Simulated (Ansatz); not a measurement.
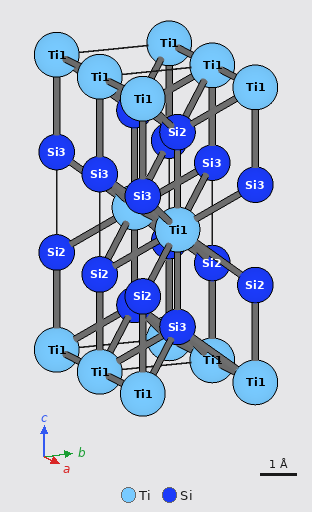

Starting structure of a crystal of TiSi₂ (set up in Immm). The picture is a ball-and-stick view of the conventional cell (2 times the calculation's cell), repeated 2 × 1 × 1 with one cell outlined, seen slightly off an axis. Lengths and directions refer to the drawn axes.

The calculation used DFT PBEsol, scalar-relativistic, plane waves, PAW in Ansatz 0.2.0.

Input
```yaml
crystal:
  lattice:
    - [-1.472872, 1.71213, 4.212083]
    - [1.472872, -1.71213, 4.212083]
    - [1.472872, 1.71213, -4.212083]
  atoms:
    - { symbol: Ti, position: [0.0, 0.0, 0.0] }
    - { symbol: Si, position: [0.329922, 0.329922, 0.0] }
    - { symbol: Si, position: [0.670078, 0.670078, 0.0] }
basis:
  ecutwfc: 420
kpoints:
  mp_grid: { grid: [18, 18, 18] }
hamiltonian:
  xc: pbesol
scf:
  occupations: { method: gaussian, width: 0.1 }
output:
  forces: true
  stress: true
  eigenvalues: true
  write_density: true
  write_potential: true
  elf: true
  volumetric_format: npy
relax:
  adjacent_minimum: "off"
  f_tol: 0.005
  max_steps: 80
  cell: { stress_tol: 0.05 }
```

Run as
```bash
ansatz run input.yaml --threads 1 --pin off --max-ram 2560MiB --backend cpu --events-out ev --progress --plain --runs-dir out
```

**Where does the relaxation end?**

Over 3 accepted moves (4 points after the start) the energy falls by 4.5 meV per atom. Largest force component: 0.058 eV/Å at the start, 0.0046 eV/Å at the end. Pressure: −3.65 GPa at the start and −0.02 GPa at the end. At 1 point the geometry stayed and the basis and grid were re-selected for the new cell (energy shift of 0.1 meV per atom at most each time). No atom moves by more than 0.005 Å relative to the cell. The drawn cell changes as follows: a 2.946 → 2.934 Å (−0.4 %), b 3.424 → 3.389 Å (−1.0 %), c 8.424 → 8.335 Å (−1.1 %); the volume changes by −2.5 %. Near-neighbour distances that change, for instance: Ti1–Si2 2.779 → 2.754 Å, Ti1–Si2 (another image) 2.675 → 2.650 Å, Ti1–Ti1 2.946 → 2.934 Å. The space group stays Immm (No. 71). Cost: 8.7 min on 1 thread of Intel(R) Xeon(R) Processor @ 2.50GHz (Skylake/Cascade Lake), with other jobs on the host, peak memory 0.82 GiB.

History of the run:

| step | E − E(0), meV/atom | largest force component, eV/Å | pressure, GPa | volume, Å³/atom | note |
| --- | --- | --- | --- | --- | --- |
| 0 | 0.00 | 0.0578 | -3.65 | 14.162 |  |
| 1 | -4.40 | 0.0379 | 0.50 | 13.768 |  |
| 2 | -4.51 | 0.0060 | -0.03 | 13.813 |  |
| 3 | -4.51 | 0.0045 | -0.01 | 13.812 |  |
| 4 | -4.45 | 0.0046 | -0.02 | 13.812 | same geometry, new basis |

The end point in the same view:

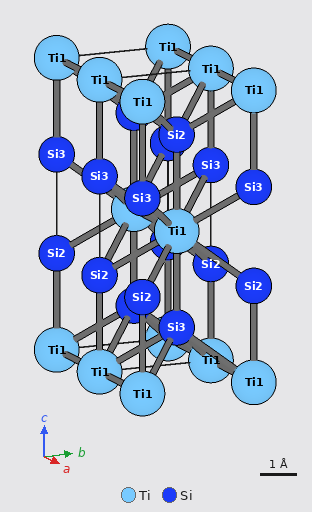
